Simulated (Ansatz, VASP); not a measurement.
# SnSe: VASP beside Ansatz

Wanted: the spread between two codes on one cell, functional and k mesh. The cell is generated by rule, not measured, and may not be a known phase. The cell comes out of the VASP series on this material, whose earlier steps may have relaxed, scaled or displaced it; both programs get it as it stands.

Method: plane waves, with VASP 6.6.1 beside it; band structure at PBE, spin-orbit coupling, in Ansatz 0.2.0.

The structure was built from a prototype and need not be the compound's stable phase.

### 1. The structure

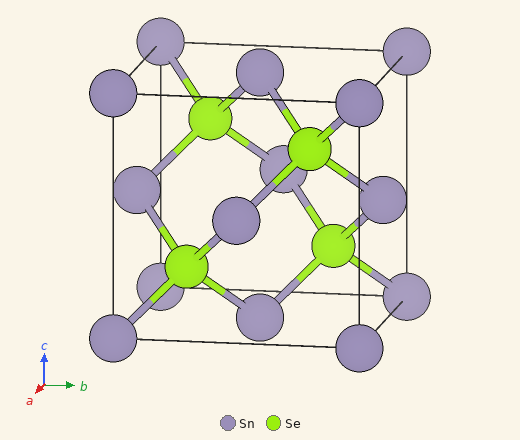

Start, viewed slightly off an axis; tin purple, selenium green. This picture shows the conventional cell, with its axes. Bonds to atoms that aren't drawn are left out. Some periodic images of atoms are drawn too.

### 2. VASP: band structure, PBE, spin-orbit coupling

The same path points are solved in both programs, so levels can be compared one by one.

Lines of VASP's logs that name or quote its potential files are left out, and so is its time.

Contents of INCAR:

```
SYSTEM = SnSe
PREC = Accurate
ENCUT = 400
EDIFF = 1E-06
NELM = 100
ISMEAR = 0
SIGMA = 0.02
LREAL = .FALSE.
ALGO = Normal
GGA = PE
LNONCOLLINEAR = .TRUE.
MAGMOM = 0 0 0 0 0 0
NBANDS = 32
GGA_COMPAT = .FALSE.
LASPH = .TRUE.
LSORBIT = .TRUE.
LORBIT = 11
LWAVE = .FALSE.
LCHARG = .FALSE.
KPAR = 4
ISIF = 2
```

Contents of POSCAR:

```
SnSe
1.0
    0.0000000000      3.0253200000      3.0253200000
    3.0253200000      0.0000000000      3.0253200000
    3.0253200000      3.0253200000      0.0000000000
Sn Se
1 1
Direct
    0.0000000000      0.0000000000      0.0000000000
    0.2500000000      0.2500000000      0.2500000000
```

Contents of KPOINTS:

```
Automatic mesh
0
Gamma
8 8 8
0 0 0
```

Contents of KPOINTS_OPT:

```
Line mode
16
Line-mode
Reciprocal
  0.00000000   0.00000000   0.00000000 GAMMA
  0.50000000   0.00000000   0.50000000 X

  0.50000000   0.00000000   0.50000000 X
  0.50000000   0.25000000   0.75000000 W

  0.50000000   0.25000000   0.75000000 W
  0.37500000   0.37500000   0.75000000 K

  0.37500000   0.37500000   0.75000000 K
  0.00000000   0.00000000   0.00000000 GAMMA

  0.00000000   0.00000000   0.00000000 GAMMA
  0.50000000   0.50000000   0.50000000 L

  0.50000000   0.50000000   0.50000000 L
  0.62500000   0.25000000   0.62500000 U

  0.62500000   0.25000000   0.62500000 U
  0.50000000   0.25000000   0.75000000 W

  0.50000000   0.25000000   0.75000000 W
  0.50000000   0.50000000   0.50000000 L

  0.50000000   0.50000000   0.50000000 L
  0.37500000   0.37500000   0.75000000 K

  0.62500000   0.25000000   0.62500000 U
  0.50000000   0.00000000   0.50000000 X
```

PAW data sets: Sn_d and Se (PBE family, release 64).

The run is started by

```console
$ mpirun -np 4 vasp_ncl
```

Numbers of over 12 decimals in the logs are rounded to 6 here.

Log:

```text
[banner, memory and clock lines left out]
running    4 mpi-ranks, on    1 nodes
 distrk:  each k-point on    1 cores,    4 groups
 distr:  one band on    1 cores,    1 groups

 POSCAR found type information on POSCAR SnSe
 POSCAR found :  2 types and       2 ions
 LDA part: xc-table for (Slater+PW92), standard interpolation
 POSCAR, INCAR and KPOINTS ok, starting setup
 FFT: planning ... GRIDC
 FFT: planning ... GRID_SOFT
 FFT: planning ... GRID
 WAVECAR not read
 entering main loop
       N       E                     dE             d eps       ncg     rms          rms(c)
DAV:   1     0.175434555785E+03    0.17543E+03   -0.80331E+03  2896   0.134E+03
DAV:   2     0.174548173503E+02   -0.15798E+03   -0.15153E+03  2840   0.409E+02
DAV:   3    -0.594162653163E+01   -0.23396E+02   -0.22901E+02  3344   0.135E+02
DAV:   4    -0.693501406718E+01   -0.99339E+00   -0.99119E+00  3248   0.314E+01
DAV:   5    -0.696278377158E+01   -0.27770E-01   -0.27768E-01  3856   0.520E+00    0.623E+00
DAV:   6    -0.679704002301E+01    0.16574E+00   -0.27214E-01  3776   0.347E+00    0.387E+00
DAV:   7    -0.678684169652E+01    0.10198E-01   -0.87369E-02  3120   0.144E+00    0.147E+00
DAV:   8    -0.678540720918E+01    0.14345E-02   -0.43838E-03  3400   0.623E-01    0.665E-01
DAV:   9    -0.678548218320E+01   -0.74974E-04   -0.89346E-04  3608   0.182E-01    0.689E-02
DAV:  10    -0.678548604322E+01   -0.38600E-05   -0.14084E-04  3808   0.144E-01    0.316E-02
DAV:  11    -0.678550107963E+01   -0.15036E-04   -0.28906E-05  3072   0.356E-02    0.145E-02
DAV:  12    -0.678550339453E+01   -0.23149E-05   -0.86682E-06  3376   0.332E-02    0.441E-03
DAV:  13    -0.678550376535E+01   -0.37082E-06   -0.68642E-07  2568   0.751E-03
   1 F= -.67855038E+01 E0= -.67853596E+01  d E =-.288361E-03  mag=    -0.0000    -0.0000     0.0000
 Start KPOINTS_OPT (optional k-point list driver)
k-point batch [1-43\160]
       N       E                     dE             ncg
DAV:   1     0.651546786586E+03   -0.19430E+05     2968
DAV:   2    -0.603867791461E+04   -0.66902E+04     2824
DAV:   3    -0.701605639326E+04   -0.97738E+03     3392
DAV:   4    -0.705813688277E+04   -0.42080E+02     3240
DAV:   5    -0.705936463344E+04   -0.12278E+01     4080
DAV:   6    -0.705938493145E+04   -0.20298E-01     3544
DAV:   7    -0.705938590333E+04   -0.97188E-03     4144
DAV:   8    -0.705938591419E+04   -0.10853E-04     2920
DAV:   9    -0.705938591448E+04   -0.29558E-06     2184
[...]
k-point batch [130-160\160]
       N       E                     dE             ncg
DAV:   1     0.656277658427E+04   -0.16628E+05     2128
DAV:   2     0.168508311088E+04   -0.48777E+04     2072
DAV:   3     0.995933069087E+03   -0.68915E+03     2392
DAV:   4     0.967484886743E+03   -0.28448E+02     2432
DAV:   5     0.966666958040E+03   -0.81793E+00     2744
DAV:   6     0.966647794496E+03   -0.19164E-01     2632
DAV:   7     0.966646727224E+03   -0.10673E-02     2824
DAV:   8     0.966646717043E+03   -0.10181E-04     2256
DAV:   9     0.966646716528E+03   -0.51452E-06     1528
```

OUTCAR, selected parts (step 2):

```text
ion  position               nearest neighbor table
   1  0.000  0.000  0.000-   2 2.62   2 2.62   2 2.62   2 2.62
   2  0.250  0.250  0.250-   1 2.62   1 2.62   1 2.62   1 2.62

  LATTYP: Found a face centered cubic cell.
 ALAT       =     6.0506400000

 Subroutine GETGRP returns: Found 24 space group operations
 (whereof 24 operations were pure point group operations)

The static configuration has the point symmetry T_d .

 Found     43 irreducible k-points:

   k-points           NKPTS =     43   k-points in BZ     NKDIM =     43   number of bands    NBANDS=     32

   dimension x,y,z NGX =    28 NGY =   28 NGZ =   28
   dimension x,y,z NGXF=    56 NGYF=   56 NGZF=   56

   ENCUT  =  400.0 eV  29.40 Ry    5.42 a.u.   6.98  6.98  6.98*2*pi/ulx,y,z

   NELECT =      20.0000    total number of electrons

 k-points in reciprocal lattice and weights: Automatic mesh
   0.00000000  0.00000000  0.00000000       0.002
   0.12500000  0.00000000  0.00000000       0.008
  -0.12500000  0.00000000  0.00000000       0.008
   0.25000000  0.00000000  0.00000000       0.008
  -0.25000000  0.00000000  0.00000000       0.008
   0.37500000  0.00000000  0.00000000       0.008
  -0.37500000  0.00000000  0.00000000       0.008
   0.50000000  0.00000000  0.00000000       0.008
   0.12500000  0.12500000  0.00000000       0.012
[...]
-0.37500000  0.50000000  0.12500000       0.023
  -0.25000000  0.50000000  0.25000000       0.012

 average (electrostatic) potential at core
       1-101.4824       2 -53.2728

 E-fermi :   6.0539

 k-point     1 :       0.0000    0.0000    0.0000
  band No.  band energies     occupation
    ...
     16       2.5222      1.00000
     17       2.9426      1.00000
     18       2.9426      1.00000
     19       2.9426      1.00000
     20       2.9426      1.00000
     21       7.0112      0.00000
     22       7.0112      0.00000
     23       7.5582      0.00000
     24       7.5582      0.00000
     25       7.5582      0.00000
    ...

 k-point     2 :       0.1250    0.0000    0.0000
  band No.  band energies     occupation
    ...
     16       2.5051      1.00000
     17       2.8002      1.00000
     18       2.8058      1.00000
     19       3.5777      1.00000
     20       3.5777      1.00000
     21       7.2270      0.00000
     22       7.2270      0.00000
     23       7.6227      0.00000
     24       7.6227      0.00000
     25       7.7901      0.00000
    ...

 k-point     3 :      -0.1250    0.0000    0.0000
  band No.  band energies     occupation
    ...
     16       2.5051      1.00000
     17       2.8002      1.00000
     18       2.8058      1.00000
     19       3.5777      1.00000
     20       3.5777      1.00000
     21       7.2270      0.00000
     22       7.2270      0.00000
     23       7.6227      0.00000
     24       7.6227      0.00000
     25       7.7901      0.00000
    ...

  Total        6.4978075      6.4978075      6.4978075      0.0000000      0.0000000      0.0000000
  in kB      187.9894473    187.9894473    187.9894473      0.0000000      0.0000000      0.0000000
  external PRESSURE =     187.9894473 kB  Pullay stress =       0.0000000 kB

  energy-cutoff  :      400.00
  volume of cell :       55.38
      direct lattice vectors                 reciprocal lattice vectors
     0.000000000  3.025320000  3.025320000    -0.165271773  0.165271773  0.165271773
     3.025320000  0.000000000  3.025320000     0.165271773 -0.165271773  0.165271773
     3.025320000  3.025320000  0.000000000     0.165271773  0.165271773 -0.165271773

 POSITION                                       TOTAL-FORCE (eV/Angst)
 -----------------------------------------------------------------------------------
      0.00000      0.00000      0.00000         0.000000      0.000000     -0.000000
      1.51266      1.51266      1.51266        -0.000000     -0.000000      0.000000
 -----------------------------------------------------------------------------------
    total drift:                                0.000000      0.000000      0.000000

  FREE ENERGIE OF THE ION-ELECTRON SYSTEM (eV)
  ---------------------------------------------------
  free  energy   TOTEN  =        -6.7855037653 eV

  energy  without entropy=       -6.7852154047  energy(sigma->0) =       -6.78535959

 Spin-Orbit-Coupling matrix elements
 Ion:    1  E_soc:     -0.0939104
 Ion:    2  E_soc:     -0.0534378

 total charge
# of ion       s       p       d       tot
------------------------------------------
    1        1.369   0.926  10.034  12.329
    2        1.517   2.355   0.054   3.926
--------------------------------------------------
tot          2.886   3.281  10.088  16.255

 magnetization (x)
# of ion       s       p       d       tot
------------------------------------------
    1        0.000  -0.000   0.000   0.000
    2       -0.000   0.000  -0.000   0.000
--------------------------------------------------
tot          0.000   0.000  -0.000   0.000

 magnetization (y)
# of ion       s       p       d       tot
------------------------------------------
    1        0.000   0.000   0.000   0.000
    2        0.000   0.000   0.000   0.000
--------------------------------------------------
tot          0.000   0.000   0.000   0.000

 magnetization (z)
# of ion       s       p       d       tot
------------------------------------------
    1       -0.000  -0.000   0.000  -0.000
    2       -0.000  -0.000  -0.000  -0.000
--------------------------------------------------
tot         -0.000  -0.000  -0.000  -0.000

[... 3 further parts left out ...]
```

The run ends at a pressure of 18.80 GPa.

### 3. Ansatz: band structure, PBE, spin-orbit coupling

Ansatz runs on its fully relativistic PAW (standard-fr) files.

The same cell, functional, mesh and smearing now go to Ansatz, which takes its cutoff from its data sets.

Contents of input.yaml:

```yaml
crystal:
  lattice:
    - [0.0, 3.02532, 3.02532]
    - [3.02532, 0.0, 3.02532]
    - [3.02532, 3.02532, 0.0]
  atoms:
    - { symbol: Sn, position: [0.0, 0.0, 0.0] }
    - { symbol: Se, position: [0.25, 0.25, 0.25] }
hamiltonian:
  xc: pbe
  pseudopotentials: { kind: paw_fr }
magnetization:
  noncollinear: true
  spin_orbit: true
kpoints:
  mp_grid: { grid: [8, 8, 8] }
  band_path:
    path:
      - [0.0, 0.0, 0.0]
      - [0.16667, 0.0, 0.16667]
      - [0.33333, 0.0, 0.33333]
      - [0.5, 0.0, 0.5]
      - [0.5, 0.08333, 0.58333]
      - [0.5, 0.18333, 0.68333]
      - [0.5, 0.25, 0.75]
      - [0.45, 0.3, 0.75]
      - [0.40833, 0.34167, 0.75]
      - [0.35, 0.35, 0.7]
      - [0.225, 0.225, 0.45]
      - [0.075, 0.075, 0.15]
      - [0.03333, 0.03333, 0.03333]
      - [0.23333, 0.23333, 0.23333]
      - [0.4, 0.4, 0.4]
      - [0.51667, 0.46667, 0.51667]
      - [0.55833, 0.38333, 0.55833]
      - [0.60833, 0.28333, 0.60833]
      - [0.60833, 0.25, 0.64167]
      - [0.55833, 0.25, 0.69167]
      - [0.51667, 0.25, 0.73333]
      - [0.5, 0.3, 0.7]
      - [0.5, 0.38333, 0.61667]
      - [0.5, 0.48333, 0.51667]
      - [0.475, 0.475, 0.55]
      - [0.425, 0.425, 0.65]
      - [0.38333, 0.38333, 0.73333]
      - [0.59167, 0.18333, 0.59167]
      - [0.55, 0.1, 0.55]
      - [0.5, 0.0, 0.5]
    npoints: 1
scf:
  occupations: { method: gaussian, width: 0.02 }
  n_extra_bands: 14
output:
  forces: true
  stress: true
  eigenvalues: true
```

The run is started by

```console
$ ansatz run input.yaml --threads 2 --pin off --max-ram 4608MiB --backend cpu --events-out ev --progress --plain --runs-dir out
```

Log:

```text
scf.n_extra_bands = 14 over 30 filled bands (N_el = 30.0): the run solves 44 bands
Engine: ansatz 0.2.0, aarch64-unknown-linux-gnu
Pseudopotentials: kind: paw_fr
Pseudopotential: Sn, paw_fr, valence charge 14, recommended cutoff 420 eV (normal), Sn.paw.azcp#standard-fr
Pseudopotential: Se, paw_fr, valence charge 16, recommended cutoff 420 eV (normal), Se.paw.azcp#standard-fr
Functional definition: PBE
  parameter kappa = 0.804
  parameter beta = 0.066725
  exchange = pbe_x(kappa = kappa, mu = beta*pi^2/3)
  correlation = pbe_c(beta = beta)
non-collinear run that drives no moment, with spin-orbit: no starting moment large enough to seed its density (crystal.atoms[].spin), no starting occupations that ask for one, no magnetisation constraint and no magnetic field, so the semilocal B_xc is pinned to zero
Crystal: 2 atoms, lattice volume = 55.379 Å³
Basis set: ecut = 420 eV, 1067 PW (Γ), exchange–correlation on 60×60×60 points (8 copies of the dense FFT grid, shifted against one another)
Bands: 44, of which v1, the nominal top of the filled ones, is band 30 counted from 1 (29 counted from 0)
Symmetry: 24 space group operations + 24 with time reversal
Magnetic group: BNS 216.75 (UNI 1577), of the structure as read, at distance tolerance 3.8e-5 Å
k-points: 29 of 512 (time reversal used)
Projection manifold: j_resolved (fully-relativistic pseudo-atomic orbitals)
Non-local potential: Sn, projectors of the file, l = 0: 2, l = 1: 4, l = 2: 4, l = 3: 4
Non-local potential: Se, projectors of the file, l = 0: 2, l = 1: 4, l = 2: 6, l = 3: 2
PAW form: soft (Blöchl's): semilocal exchange-correlation on the pseudo side does not see the compensation charge
PAW one-centre angular grid: Sn, 590 points (default); XC on 64 Gauss nodes
PAW one-centre angular grid: Se, 590 points (default); XC on 96 Gauss nodes
Initial density: superposition of atomic densities (chi_scale 0.1, normalization cell, long waves kept (reshape's long-wave potential 0.00 eV rms))
Initial wavefunctions: pseudopotential atomic-orbital guess
Functional: x = pbe(κ = 0.804, μ = 0.219515), c = pbe(β = 0.066725)
SCF iter   1: F=—  HF=-11495.167193 eV  |F-HF|=—  |Δ(HF+E_count)|=         —  Δρ=2.57e-2  dr2=4.58e-1  dr2_m=0.00e0 (ungated)  ethr=3.10e-3  |M|=0.00e0 ∫|m|=0.00e0 μB  |m|>n=0.0e0 m-floor=0.0e0 τ_xc=0.0e0  β_m=0.30  ⟨swp⟩=8.6  Hψ=7326  notcnv=0  defer=38
preconditioner: auto → none  [insulator: Δε(μ)=0.040 eV  Ē_g=12.332 eV  σ=0.020 eV  W_gap=0.58  n_scr=14 (ndim 8)  ℏωp=15.8 eV  f_vac=0.023  D(μ)=1.26/eV (n_scr^D=8)  ε∞_Penn≈2.6]
SCF iter   2: F=—  HF=-11495.015559 eV  |F-HF|=—  |Δ(HF+E_count)|=   1.52e-1  Δρ=1.44e-2  dr2=1.08e-1  dr2_m=0.00e0 (ungated)  ethr=1.53e-3  |M|=0.00e0 ∫|m|=0.00e0 μB  |m|>n=0.0e0 m-floor=0.0e0 τ_xc=0.0e0  β_m=0.41  ⟨swp⟩=3.4  Hψ=2260  notcnv=0  defer=208
SCF iter   3: F=—  HF=-11494.974566 eV  |F-HF|=—  |Δ(HF+E_count)|=   4.10e-2  Δρ=5.23e-3  dr2=1.11e-2  dr2_m=0.00e0 (ungated)  ethr=3.59e-4  |M|=0.00e0 ∫|m|=0.00e0 μB  |m|>n=0.0e0 m-floor=0.0e0 τ_xc=0.0e0  β_m=0.51  ⟨swp⟩=3.2  Hψ=1856  notcnv=0  defer=208
SCF iter   4: F=—  HF=-11494.970150 eV  |F-HF|=—  |Δ(HF+E_count)|=   4.42e-3  Δρ=8.31e-4  dr2=2.74e-4  dr2_m=0.00e0 (ungated)  ethr=3.70e-5  |M|=0.00e0 ∫|m|=0.00e0 μB  |m|>n=0.0e0 m-floor=0.0e0 τ_xc=0.0e0  β_m=0.54  ⟨swp⟩=2.9  Hψ=2075  notcnv=0  defer=208
SCF iter   5: F=—  HF=-11494.970101 eV  |F-HF|=—  |Δ(HF+E_count)|=   4.89e-5  Δρ=1.48e-4  dr2=6.49e-6  dr2_m=0.00e0 (ungated)  ethr=9.12e-7  |M|=0.00e0 ∫|m|=0.00e0 μB  |m|>n=0.0e0 m-floor=0.0e0 τ_xc=0.0e0  β_m=0.69  ⟨swp⟩=2.8  Hψ=2118  notcnv=0  defer=208
SCF iter   6: F=—  HF=-11494.970110 eV  |F-HF|=—  |Δ(HF+E_count)|=   9.31e-6  Δρ=2.96e-5  dr2=2.80e-7  dr2_m=0.00e0 (ungated)  ethr=2.16e-8  |M|=0.00e0 ∫|m|=0.00e0 μB  |m|>n=0.0e0 m-floor=0.0e0 τ_xc=0.0e0  β_m=0.71  ⟨swp⟩=2.0  Hψ=2072  notcnv=0  defer=208
SCF iter   7: F=-11494.970110 eV  HF=-11494.970110 eV  |F-HF|=2.22e-9  |Δ(HF+E_count)|=   3.42e-8  Δρ=4.46e-6  dr2=6.28e-9  dr2_m=0.00e0 (ungated)  ethr=3.33e-10  |M|=0.00e0 ∫|m|=0.00e0 μB  |m|>n=0.0e0 m-floor=0.0e0 τ_xc=0.0e0  ⟨swp⟩=10.8  Hψ=6625  notcnv=0
SCF 1 converged in 7 iterations: F = -11494.970110 eV  dr2 = 6.28e-9
  greatest PAW one-centre occupation: 0.999 electrons in one spin orbital (limit 2), on the Se atom at site 1 (counted from 0), in its partial waves of l = 2
NSCF: frozen V_eff on 30 k-points
SCF converged after 7 iterations
Magnetization: |M| = 0.0000 μB,  M = (+0.0000, +0.0000, +0.0000) μB
Absolute magnetization: 0.0000 μB (∫|m|)
  site 0: m = (+0.0000, +0.0000, +0.0000) μB, |m| = 0.0000 μB  (R = 1.08 Å)
  site 1: m = (+0.0000, +0.0000, +0.0000) μB, |m| = 0.0000 μB  (R = 1.08 Å)
Free energy (F): -11494.970110 eV
Harris-Foulkes:  -11494.970110 eV  (|F-HF|=2.22e-9)
Internal energy: -11494.969827 eV  (E = F + TS)
E sigma→0 (E₀):  -11494.969969 eV
Entropy (-TS):   -0.000283 eV (-0.142 meV/atom)
Fermi energy:    9.481957 eV
--- Per-component energies (eV) ---
  E_band       = -486.522549
  E_kinetic    = 310.444768
  E_local      = -3653.899033  (includes V_loc(G=0)·N_el)
  E_nonlocal   = -627.837613
  E_hartree    = 1906.904094
  E_xc         = -490.432098
  E_vxc        = -198.322278  (∫ρ·V_xc dr)
  E_paw        = -6046.692004  (= ΣΔE_a)
  E_vpaw       = -130.713575  (= ΣTr[D̂ρ^β])
  E_aug_tail   = -0.000592  (compensation charges beyond the density's cutoff)
  E_ewald      = -2893.457348
  E_smearing   = -0.000283  (= −TS)
  E_closure    = -0.000000  (closes the sum)
  Σ components = -11494.970110   (vs F -11494.970110, Δ=0.00e0)
--- Forces (eV/Å), atoms counted from 1 ---
  atom   1  Sn    -0.00000000     0.00000000     0.00000000
  atom   2  Se     0.00000000    -0.00000000     0.00000000
  max |Σ_I F_I| component: 4.07e-16 eV/Å
--- Stress (GPa, compression-positive) ---
       18.748118      -0.000000      -0.000000
        0.000000      18.748118       0.000000
       -0.000000       0.000000      18.748118
  P = ⅓ Tr σ = 18.7481 GPa (187.481 kbar)
--- Band table (eV; the first three rows and the last of 29) ---
  k-point 0: bands = [... 26 lower, 6.3693, 6.3693, 6.3693, 6.3693, 10.4288, 10.4288, 10.9921, 10.9921, ... 10 higher]
  k-point 1: bands = [... 26 lower, 6.2273, 6.2328, 7.0027, 7.0027, 10.6465, 10.6465, 11.0547, 11.0547, ... 10 higher]
  k-point 2: bands = [... 26 lower, 5.9370, 5.9440, 7.3414, 7.3414, 11.2532, 11.2532, 11.6328, 11.6341, ... 10 higher]
  k-point 28: bands = [... 26 lower, 3.9986, 4.1073, 10.0711, 10.2932, 11.2755, 11.3232, 11.3990, 11.7597, ... 10 higher]
```

Run time: 25 s. Hardware: 2 threads of Arm Neoverse N1, shared host; peak memory 0.53 GiB.

### 4. Side by side

Known differences besides the PAW data sets themselves: spin-orbit coupling enters by fully relativistic files in Ansatz and inside the spheres in VASP; the data sets hold 30 valence electrons in Ansatz (fully relativistic PAW (standard-fr) files) and 20 in VASP; the cutoff is 420 eV in Ansatz and 400 eV in VASP. Total energies have different zeros and are not compared.

The two programs side by side:

| quantity | Ansatz | VASP | difference |
| --- | --- | --- | --- |
| pressure (GPa) | 18.75 | 18.80 | -0.05 |

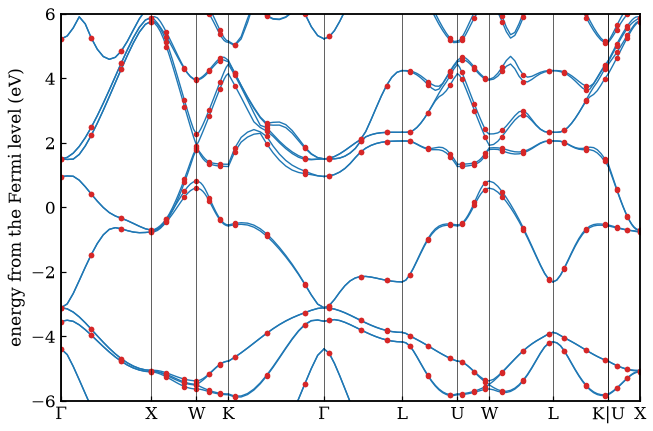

Bands from VASP (lines) and levels from Ansatz (dots). Dots without a line are higher empty bands that the VASP plot leaves out.

Levels from 3 eV below to 2 eV above the Fermi level differ by 3 meV r.m.s. and 10 meV at most; each VASP level is matched to the nearest of Ansatz, which flatters the figure a little. Ansatz's pressure holds a Pulay correction of 0.04 GPa; VASP's holds none.

### 5. What came out

| Item | Value |
| --- | --- |
| r.m.s. difference of levels near the Fermi level (band structure, PBE, spin-orbit coupling) | 3.4 meV |

In words: The r.m.s. difference of levels near the Fermi level is 3.4 meV (band structure, PBE, spin-orbit coupling), within the 80 meV picked in this series as the mark of a large difference. 1 further run on this material is not shown. How closely two codes agree says nothing of how well the functional describes the real material.

[Lines on the potential files, build, host, timing and source positions are cut from VASP's logs without a mark.]

[Logs are printed without paths, hosts, clocks, repeated set-up lines and the standing remarks that a program may print on its own settings, such as how far it seeks lower states.]

[Hosts, paths, dates, database ids (printed as entryN), source tags and the programs' standing remarks are cut or masked in the printed files.]
